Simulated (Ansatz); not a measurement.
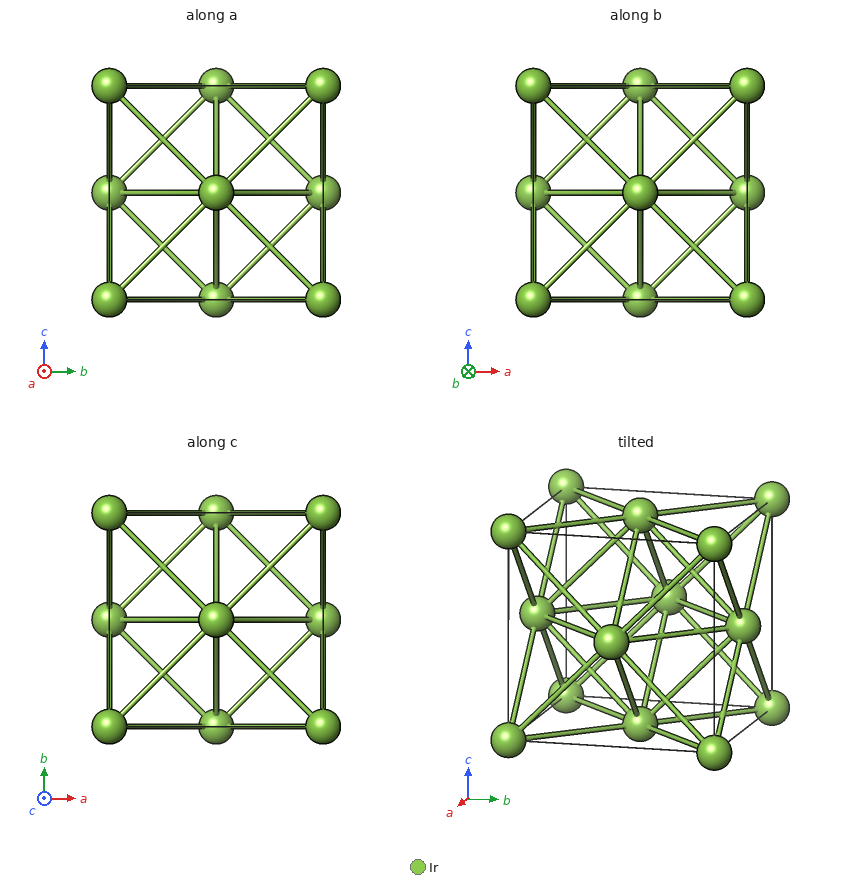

Shown here is a ball-and-stick view of the crystal, taken along the a axis, along the b axis, along the c axis and slightly off an axis. The wireframe shows the conventional unit cell.

Lattice parameters: a = 3.871 Å, b = 3.871 Å, c = 3.871 Å, α = 90.00°, β = 90.00°, γ = 90.00°.

**Convert the drawing into a table of Wyckoff sites.**

Space group Fm-3m (No. 225).
```json
{"atom": "Ir", "site": "4a", "x": "0.0000", "y": "0.0000", "z": "0.0000"}
```

The structure comes from a structure type filled with this element by a generator (whether the element takes this form wasn't checked). Earlier steps of the study may have refined or changed the cell and positions. It was the input of a calculation with Ansatz.
